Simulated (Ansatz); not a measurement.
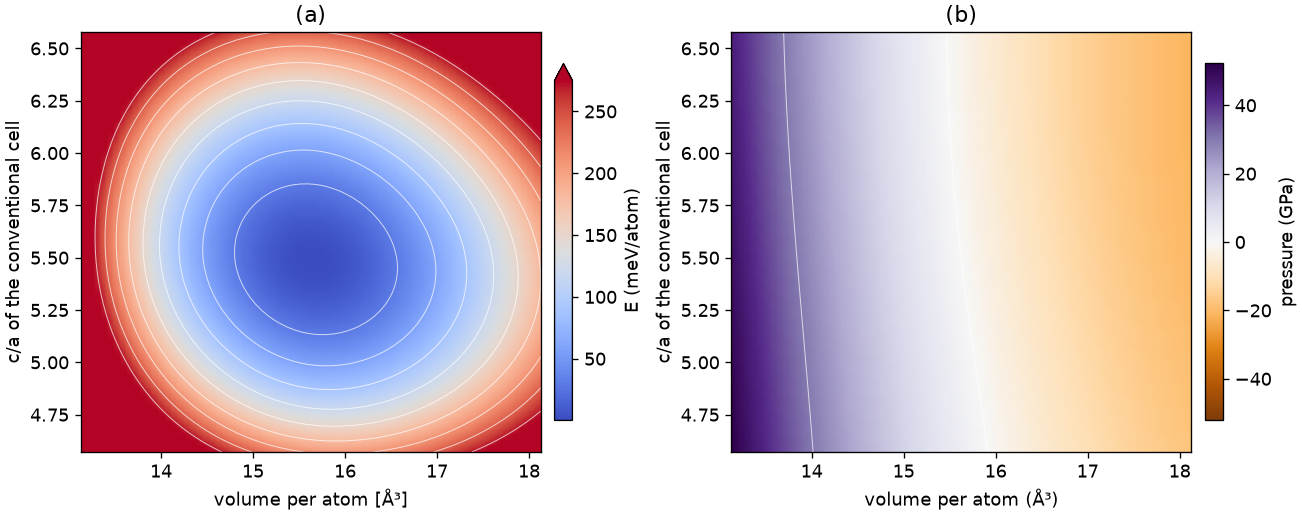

MoS₂ (R3m, No. 160; 3 atoms in the cell). The energy is mapped over volume and the cell's shape. Coordinates scanned: (1) volume per atom; (2) c/a of the conventional cell. Nothing is relaxed (fractional coordinates fixed). Grid: 5 × 5 points. Points are written as (first, second). Energies: meV/atom, counted from the lowest grid point. The band gap closes in part of the range. Computed with Ansatz, DFT LDA+D3(BJ), scalar-relativistic, plane waves, PAW. Settings: cutoff 420 eV, k-mesh 15×15×15, gaussian smearing 0.03 eV, no spin polarisation.

Panel (a) is the energy; panel (b) is the computed pressure, in GPa.

Drawn: a smooth colour map with a few white contour lines, one colour for all values above the top of the scale. Between grid points the surface is interpolated.

### How does the pressure vary over the map, and what is it at the lowest grid point?

It runs from −21 GPa at (18.13 Å³, 6.58) to 52 GPa at (13.13 Å³, 4.57). At the lowest grid point, (15.63 Å³, 5.48), it is 0 GPa. The pressure is minus the slope of the energy with volume, so it vanishes at the true minimum, which need not be a grid point.

PAW datasets: the set soft_1.
